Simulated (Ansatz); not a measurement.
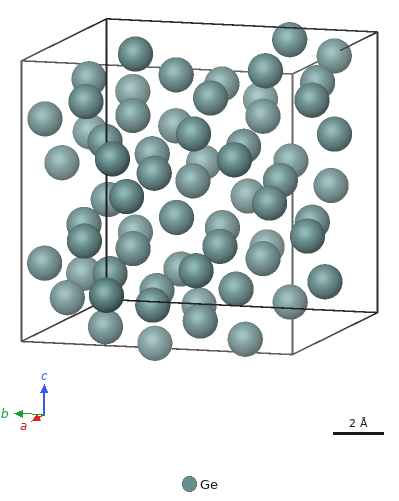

Starting frame of a dynamics run of an amorphous cell of composition Ge$_{64}$ (64 atoms in the cell). A spheres-only model of the simulation cell, seen from a free direction.

Theory: DFT, PBEsol, PAW, plane waves in Ansatz.

Set-up: plane-wave cutoff 420 eV; k-point mesh 1 × 1 × 1; Fermi-Dirac smearing 0.01 eV; Langevin thermostat (NVT); set temperature 2200 K, then 2200 K at the end of 240 steps, then to 300 K over 460 steps; time step 2.5 fs. The run takes 1.70 ps.

What does the trajectory do?

Answer. Under the programmed temperature the kinetic temperature goes from 2150 K (first eighth) to 639 K (last eighth), with a peak of 2597 K. That is well off the final set point of 300 K. The potential energy in the second half lies on average 42.5 meV per atom above the first frame. In the second half of the run the atoms are, in the root-mean-square, this far from where they began (common drift taken out): Ge 1.84 Å. That is a large part of the typical shortest distance between atoms in the first frame, about 2.3 Å and still growing: the atoms leave their places as in a liquid.

Along the run:

```json
{"time (fs)": "0.0", "potential energy (meV/atom)": "0.0", "T (K)": "2166"}
{"time (fs)": "197.5", "potential energy (meV/atom)": "28.9", "T (K)": "1782"}
{"time (fs)": "397.5", "potential energy (meV/atom)": "67.7", "T (K)": "2158"}
{"time (fs)": "597.5", "potential energy (meV/atom)": "113.3", "T (K)": "2597"}
{"time (fs)": "797.5", "potential energy (meV/atom)": "124.5", "T (K)": "2072"}
{"time (fs)": "997.5", "potential energy (meV/atom)": "84.9", "T (K)": "1737"}
{"time (fs)": "1197.5", "potential energy (meV/atom)": "47.4", "T (K)": "1363"}
{"time (fs)": "1397.5", "potential energy (meV/atom)": "35.8", "T (K)": "944"}
{"time (fs)": "1597.5", "potential energy (meV/atom)": "4.1", "T (K)": "851"}
```

The frame at 1.70 ps:

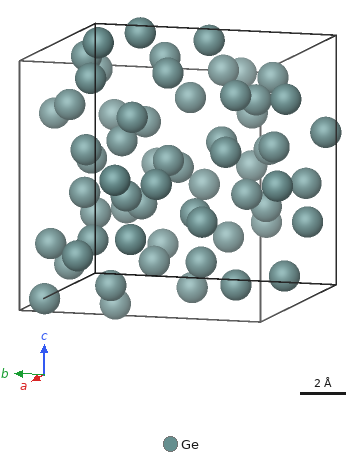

Limits of the set-up: the program's low-accuracy preset was used.

Cost: 7 min on 1 × NVIDIA GB300 with 8 threads of Arm Neoverse-V2, peak memory 2 GiB.
